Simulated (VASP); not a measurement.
## Electronic structure of H₁₂C₄Cl₃ (amorphous cell) in real space

```xyz
38
Lattice="8.3376 0.0000 0.0000 0.0000 8.3376 0.0000 0.0000 0.0000 8.3376" Properties=species:S:1:pos:R:3 pbc="T T T"
C     1.8740    0.3647    1.6067
C     1.7567    1.8890    1.6003
C     1.0567    4.8142    5.9459
C     5.1955    4.3814    0.3704
C     6.1962    8.1606    4.4379
C     1.4711    8.1800    4.7771
C     5.4996    3.3588    4.5850
C     0.7801    5.3072    1.0259
H     2.6474    0.0118    2.3039
H     0.9253    8.2302    1.8941
H     2.1395    8.3238    0.6094
H     1.0107    2.2142    0.8654
H     1.4628    2.2879    2.5811
H     2.7083    2.3671    1.3269
H     1.9834    5.1148    6.4548
H     1.1573    4.9179    4.8597
H     0.1991    5.3902    6.3207
H     4.7163    3.3978    0.3223
H     5.0413    4.9237    7.7670
H     6.2650    4.2803    0.5912
H     5.9691    0.5156    3.6228
H     7.1343    0.0860    4.9355
H     6.2149    7.1298    4.0752
H     1.2610    0.8573    4.4310
H     2.5435    7.9690    4.7220
H     0.8877    7.4360    4.2265
H     6.5293    3.2334    4.9330
H     4.8527    2.5795    5.0039
H     5.4501    3.3803    3.4914
H     0.5189    6.2144    0.4695
H     1.8368    5.3187    1.3105
H     0.5455    4.4067    0.4476
Cl    0.7701    3.0591    6.2971
Cl    4.4485    5.3057    1.7152
Cl    4.8954    8.2829    5.6667
Cl    1.0044    8.1048    6.5150
Cl    4.9106    4.9542    5.1713
Cl    8.1260    5.2677    2.5294
```

Level of theory: Kohn-Sham DFT of a periodic cell, PBE with D3(BJ), VASP PAW PBE potentials, recommended (VASP).

The density is the valence pseudo-density of a PAW calculation; it isn't the true density close to the nuclei.

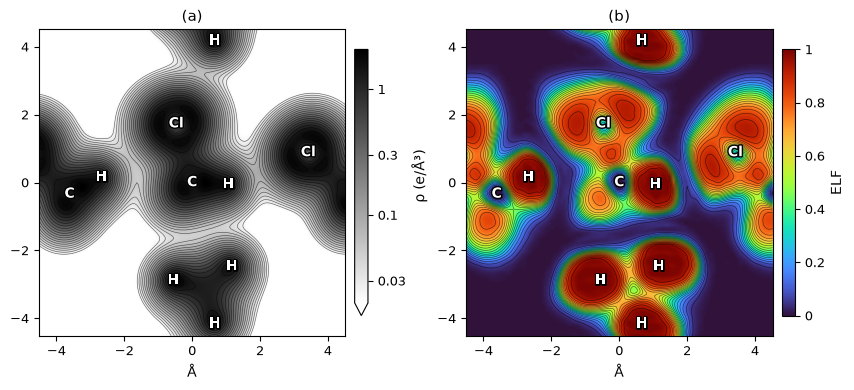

Figure 1. (a) valence electron density; (b) ELF on the (010) plane of the calculation cell.

### Interpret the plot.

- Atoms in the plane: C, H and Cl.
- Atoms just off the plane (C, 0.5 Å away) can leave unmarked features too.
- C–H (1.09 Å): the density is about 2 e/Å³ at the midpoint; the ELF climbs to about 1 towards the hydrogen, as it does in any bond to H; an ordinary covalent bond to hydrogen.
- C–Cl (1.80 Å): ρ is about 1.3 e/Å³ halfway; the ELF peaks at about 0.85 between the atoms: a covalent bond.
- The density dies away to nearly zero in the voids.
- The ELF also peaks beside Cl, away from the bonds: lone-pair regions.

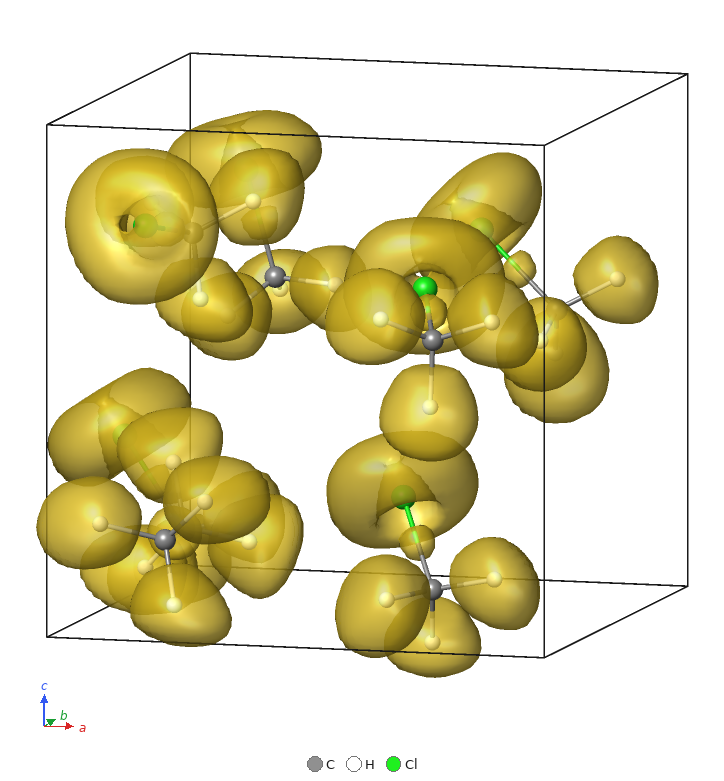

Figure 2. Isosurface of the ELF at 0.8 (yellow), seen slightly off an axis. Only the valence region is drawn (cores and ρ < 0.01 e/Å³ removed). Sticks mark near contacts.

### Describe the localisation domains.

The surface consists of one region between bonded C–C atoms (shared pairs), six regions between bonded C–Cl atoms (shared pairs), 24 regions around hydrogen nuclei, one ring or bowl of non-bonding electrons around Cl and five regions wrapped around Cl (the valence shell of each), counted in one cell of 38 atoms. Any copies at cell faces, edges or corners count once. Along the contacts the grid gives the following. C–C (1.53 Å): the ELF peaks at about 0.95 between the atoms, as expected for a shared electron pair.

### Does the calculation give a band gap?

It is gapped, with a Kohn–Sham gap of 5.7 eV at the Γ point, the only k-point used.
